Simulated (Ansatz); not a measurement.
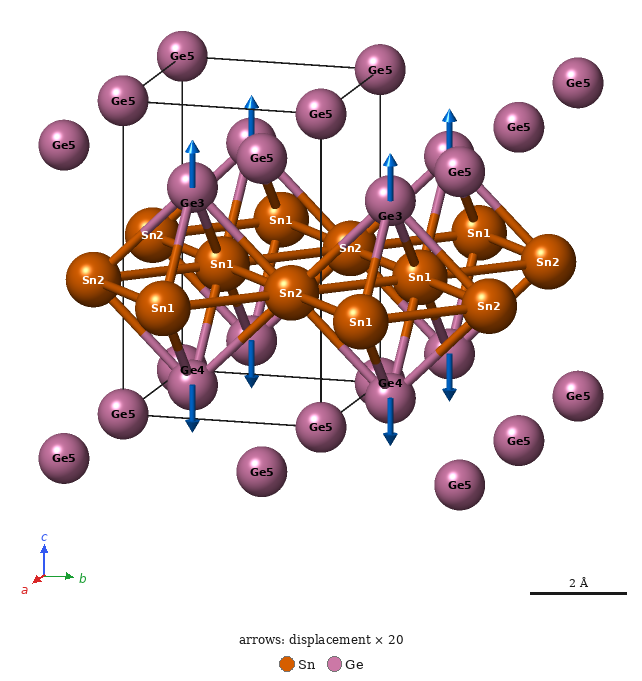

This is a relaxation of solid Sn2Ge3 (a generated structure, set up in P4/mmm). The starting structure is drawn; blue arrows show the displacements (the part carried along by the change of the cell is left out), 20 times their true length.

A ball-and-stick model of the cell of the calculation, repeated 2 × 2 × 1 with one cell outlined, seen slightly off an axis.

All numbers below come from Ansatz, DFT PBE, scalar-relativistic, plane waves, PAW. Set-up: plane-wave cutoff 420 eV; k-point mesh 10 × 10 × 6; occupations gaussian; smearing width 0.1 eV; no spin polarisation; cell and atoms relaxed; force threshold 0.01 eV/Å; at most 80 steps.

Q: Which element moves most?

A: Germanium: up to 0.051 Å, against 0.000 Å for tin.

Q: Describe the change and its energy.

A: Over 4 accepted moves (6 points after the start) the energy falls by 80.9 meV per cell of the calculation. The largest force component goes from 0.099 to 0.0028 eV/Å. The pressure goes from 0.26 to 0.01 GPa. The line search rejected the trial step at point 2 of the run. At 1 point the geometry stayed and the basis and grid were re-selected for the new cell (energy shift of 0.3 meV per cell of the calculation at most each time). The largest moves relative to the cell, 0.051 Å, are those of Ge3 and Ge4. Ge3 goes along +c. Sn stays in place. Cell: a = b 4.320 → 4.206 Å (−2.6 %), c 6.724 → 7.077 Å (+5.2 %). Volume −0.2 %. Near-neighbour distances that change, for instance: Sn1–Sn2 3.055 → 2.974 Å, Sn1–Ge3 3.028 → 3.105 Å, Ge3–Ge4 2.480 → 2.508 Å. Among the angles between lasting bonds that change: Sn1–Ge3–Sn1 91.0° → 85.3°, Sn1–Ge3–Sn2 60.6° → 57.2°, Sn1–Ge3–Ge4 134.5° → 137.4°. The space group stays P4/mmm (No. 123).
